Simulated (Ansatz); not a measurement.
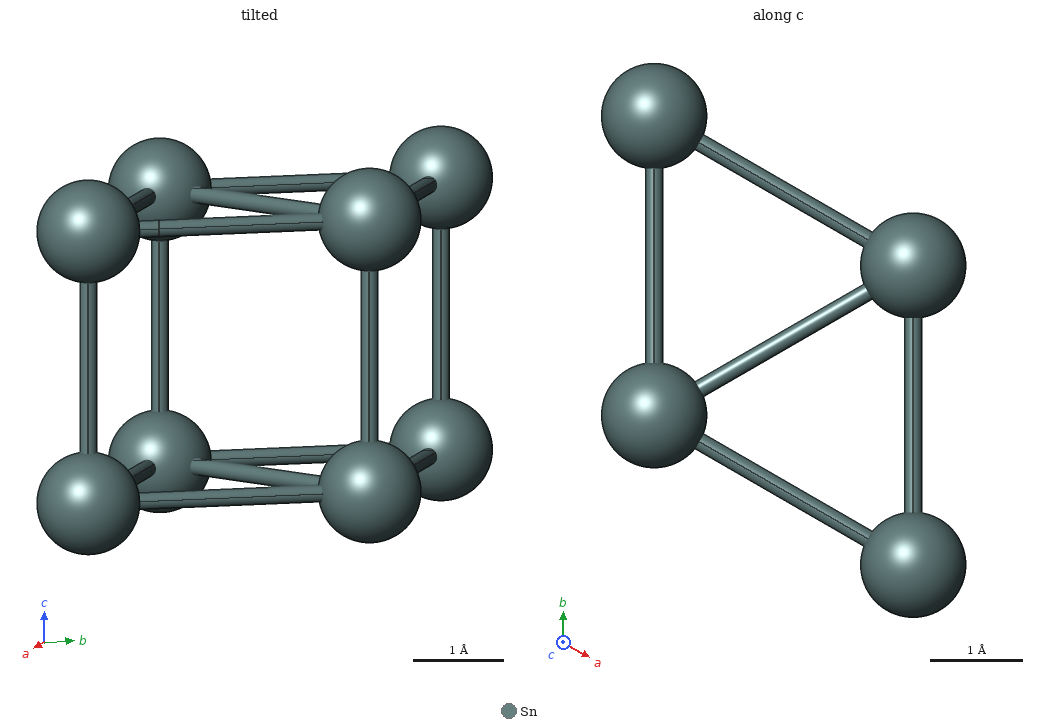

Drawn in the ball-and-stick manner and seen slightly off an axis and along the c axis. The outline marks the conventional unit cell.

Sn, simple hexagonal, space group P6/mmm (No. 191), a = 3.268 Å, b = 3.268 Å, c = 3.073 Å, α = 90.00°, β = 90.00°, γ = 120.00°. Starting structure: a structure type filled with this element by a generator (whether the element takes this form wasn't checked). Earlier steps of the study, as a rule a relaxation of our own, may have changed the cell and positions, so they can lie some per cent off the listed ones. It went into a calculation with Ansatz.

This one geometry was computed with Ansatz (DFT, plane waves, PAW) at three levels of theory: PBE, PBEsol and r2SCAN.

**Which level gives the highest pressure at this volume, and what does that say about its equilibrium volume?**

Highest: PBE (0.0 GPa), which points to the largest equilibrium volume. Lowest, with the smallest volume: PBEsol (-2.7 GPa). Levels within 0.5 GPa of each other can't be told apart.

**How does the band gap change with the level of theory?**

All levels give a metal.

**Collect the results in a table.**

| level | cutoff (eV) | k-mesh of the run's cell | gap (eV) | pressure (GPa) |
| --- | --- | --- | --- | --- |
| PBE | 420 | 18×18×18 | metal | 0.0 |
| PBEsol | 420 | 18×18×18 | metal | -2.7 |
| r2SCAN | 500 | 18×18×18 | metal | -1.5 |

Gaps are taken on the k-mesh or band path of each run.
